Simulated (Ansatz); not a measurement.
System: TiB₂, space group P6/mmm (No. 191).

The given structure:
```xyz
3
Lattice="3.0292 0.0000 0.0000 -1.5146 2.6234 0.0000 0.0000 0.0000 3.2284" Properties=species:S:1:pos:R:3 pbc="T T T"
Ti    0.0000    0.0000    0.0000
B     0.0000    1.7489    1.6142
B     1.5146    0.8745    1.6142
```

Computed with Ansatz 0.2.0: periodic Kohn-Sham DFT of a crystal at fixed atoms, scaled to the stated factor times the given cell; pressure positive in compression, energy less spherical unpolarised free atoms. Level: PBEsol.

```tsv
setting	value
method	all-electron LAPW
relativity	scalar
k mesh	14×14×11
occupations	Fermi–Dirac
smearing width	0.03 eV
basis error target	1 (meV/atom)
nucleus	Gaussian
```

V(given) is 8.55 Å³/atom.

Predict the energy less free atoms and pressure against V/V(given). The V/V(given) takes the values 0.94, 0.98, 1.01, 1.04.

The energy less free atoms is −8.2528 eV/atom at V/V(given) 0.94 and −8.2414 eV/atom at 1.04; the lowest computed point is at V/V(given) 0.98 (−8.2652 eV/atom). The pressure falls from 12.1 GPa at V/V(given) 0.94 to −14.2 GPa at 1.04, and changes sign near 0.98.

| V/V(given) | energy less free atoms (eV/atom) | pressure (GPa) |
| --- | --- | --- |
| 0.94 | −8.2528 | 12.1 |
| 0.98 | −8.2652 | 0.0 |
| 1.01 | −8.2590 | −7.6 |
| 1.04 | −8.2414 | −14.2 |

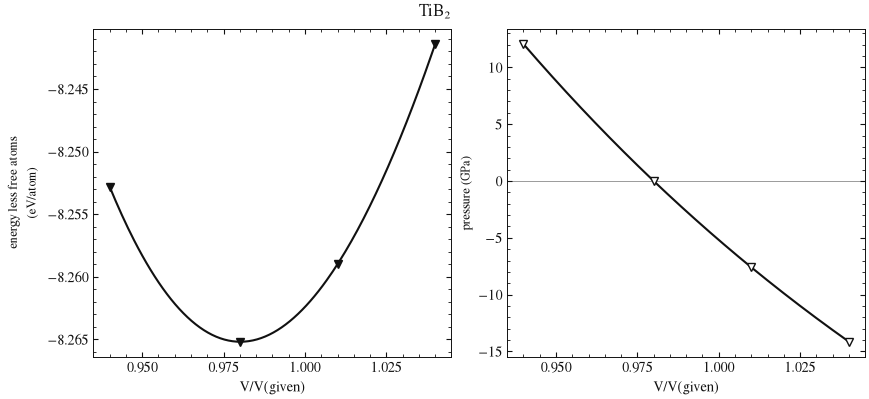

Caveats: shape and atomic fractions are frozen while scaling, which makes layered, chain and framework solids too stiff.
